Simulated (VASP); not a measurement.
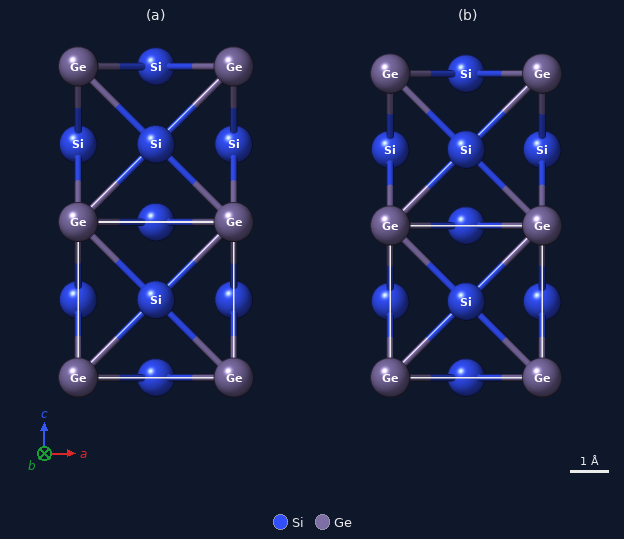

The structure of a crystal of Si3Ge (a generated structure, set up in Pm-3m) before (left) and after (right) a relaxation, at one scale.

A ball-and-stick model of the cell of the calculation, repeated 1 × 1 × 2 with one cell outlined, seen along the b axis.

The run lets cell and atoms move.

Method: VASP, Kohn-Sham DFT of a periodic cell, PBE, VASP PAW PBE potentials, recommended.

Input
```
SYSTEM = Si3Ge
PREC = Normal
ENCUT = 520
EDIFF = 1E-4
ISMEAR = 0
SIGMA = 0.15
LREAL = .FALSE.
LASPH = .TRUE.
NELM = 60
ALGO = Fast
ISIF = 3
LWAVE = .FALSE.
LCHARG = .FALSE.
GGA = PE
IBRION = 2
NSW = 24
EDIFFG = -0.08
```

Run as
```bash
cat potpaw_PBE.64/Si/POTCAR potpaw_PBE.64/Ge_d/POTCAR > POTCAR
mpirun -np 1 vasp_std > vasp.out
```

**Describe what moved and what it gained.**

The energy falls by 72.7 meV per cell of the calculation in 1 geometry step. All forces vanish by symmetry, so only the cell relaxes. Pressure: −4.39 GPa at the start and −0.62 GPa at the end. No atom moves by more than 0.005 Å relative to the cell. The volume changes by −6.7 %, with a = b = c 4.103 → 4.010 Å (−2.3 %). Some distances before and after: Ge–Si 2.902 → 2.835 Å. The space group stays Pm-3m (No. 221).
